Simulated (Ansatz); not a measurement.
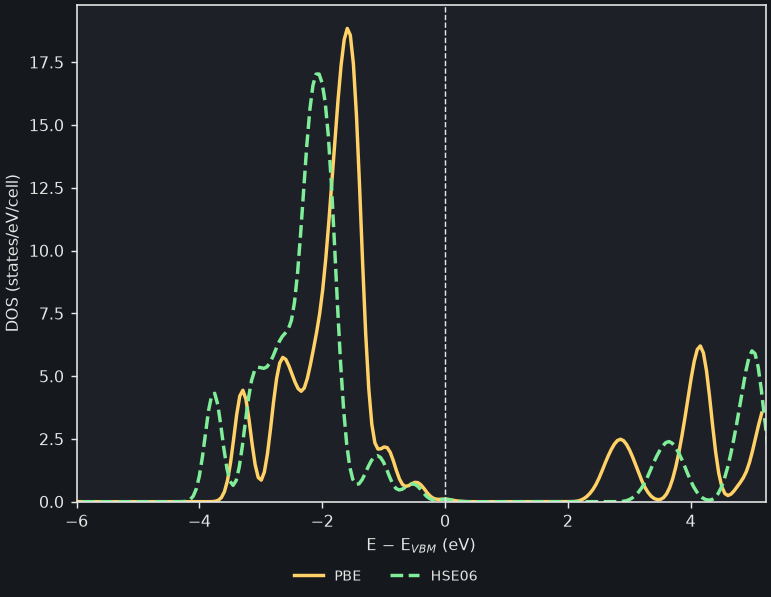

Total densities of states of CsPbCl3, space group Pm-3m, 5 atoms in the cell, hydrostatic strain +3.6%, by two methods on the same cell. The curves are built from the levels of the k mesh with Gaussians 0.3 eV wide, which also blur the band edges. Each is counted from its own valence-band top.

What changes from one method to the other?

PBE gives a gap of 2.44 eV and HSE06 gives a gap of 3.21 eV. In the window shown, the tallest filled peak lies at −1.6 eV in PBE and −2.0 eV in HSE06.

Settings. PBE: DFT, PBE, plane waves, PAW, no spin polarisation, 4×4×4 k mesh, 420 eV cutoff, Fermi-Dirac smearing of 0.02 eV (Ansatz 0.2.0). HSE06: DFT, HSE06, plane waves, PAW, no spin polarisation, 4×4×4 k mesh, 420 eV cutoff (Ansatz 0.2.0).

Spin-orbit coupling is left out, which matters for Pb.
